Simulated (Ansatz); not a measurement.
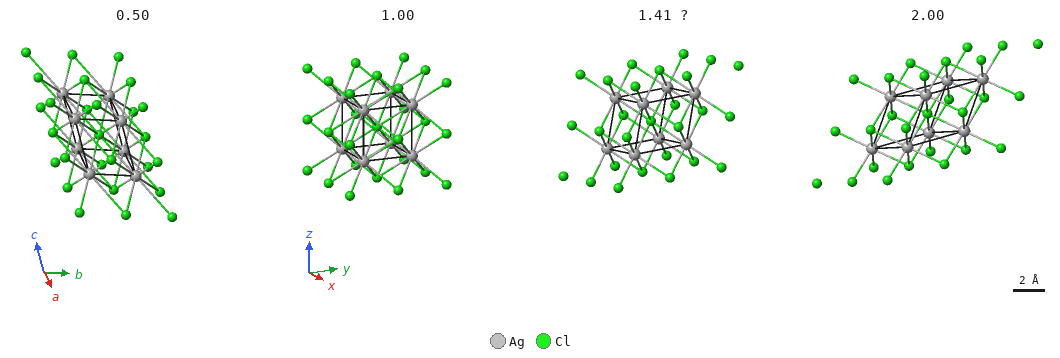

A crystal of AgCl (Pm-3m): the ratio of the cell's length along [111] to its lengths across, counted as 1 for the reference, is changed at fixed volume (a trigonal path), with the atoms kept at their fractional coordinates. x, y and z are the Cartesian axes of the input. A ball-and-stick model of the cell of the calculation, seen slightly off an axis.

Level of theory: DFT r2SCAN, scalar-relativistic, plane waves, PAW in Ansatz 0.2.0. (plane-wave cutoff 500 eV; k-point mesh 10 × 10 × 10; occupations gaussian; smearing width 0.05 eV; no spin polarisation). Energies (free energies at the smearing named) are counted from the cell as listed in its source, which wasn't relaxed.

| axial ratio over its reference value | ΔE (meV/atom) |
| --- | --- |
| 0.50 | 2256 |
| 0.60 | 462 |
| 0.71 | 19 |
| 0.85 | −19 |
| 0.93 | −5 |
| 1.00 | 0 |
| 1.08 | −6 |
| 1.20 | −29 |
| 1.41 | ? |
| 1.70 | −109 |
| 2.00 | −117 |

### Estimate the missing energy from the other rows, and compare with the calculation.

A straight line between the two neighbours gives −63 meV/atom. A cubic through the four nearest rows (1.08, 1.20, 1.70, 2.00) gives, with Lagrange weights, (−0.5249)(−6) + (1.1763)(−29) + (0.4396)(−109) + (−0.0910)(−117) = −68 meV/atom. The calculation gives −75 meV/atom, so the cubic is 7 meV/atom too high and the straight line 12 meV/atom too high, as the curve bends upwards here.

The whole profile:

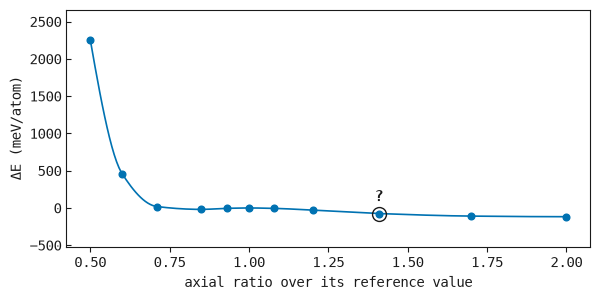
